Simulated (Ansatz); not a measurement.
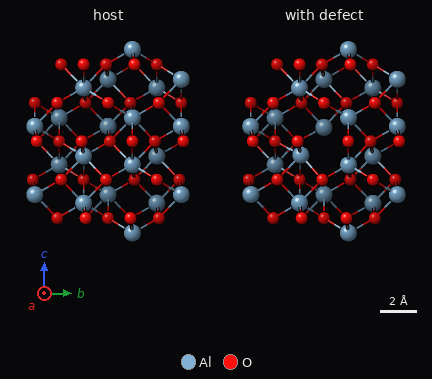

Left: perfect Al₂O₃. Right: the same region with one point defect, after relaxing the atoms in a supercell of 120 sites. The picture is a ball-and-stick view of the atoms within 5.4 Å of one point, in a slice 5.0 Å thick across the line of sight, seen along the a axis.

Level of theory: DFT, PBEsol, PAW, plane waves in Ansatz. Settings: plane-wave cutoff 420 eV; k-point mesh 1 × 1 × 1; mesh shifted by (0.25, 0.25, 0.25); no spin polarisation. Fermi-Dirac smearing of 0.01 eV. The axes drawn are those of the host's conventional cell.

Q: What kind of defect was made?

A: An oxygen atom is taken out (a vacancy).

The charge state of the cell is 0.

Q: What does the relaxation do around it?

A: Around the empty O site the host had 4 Al at 1.86 to 1.97 Å; after relaxation the nearest atoms are 4 Al at 1.75 to 1.99 Å. Of the host's atoms, an aluminium atom moves furthest from its site, by 0.11 Å.
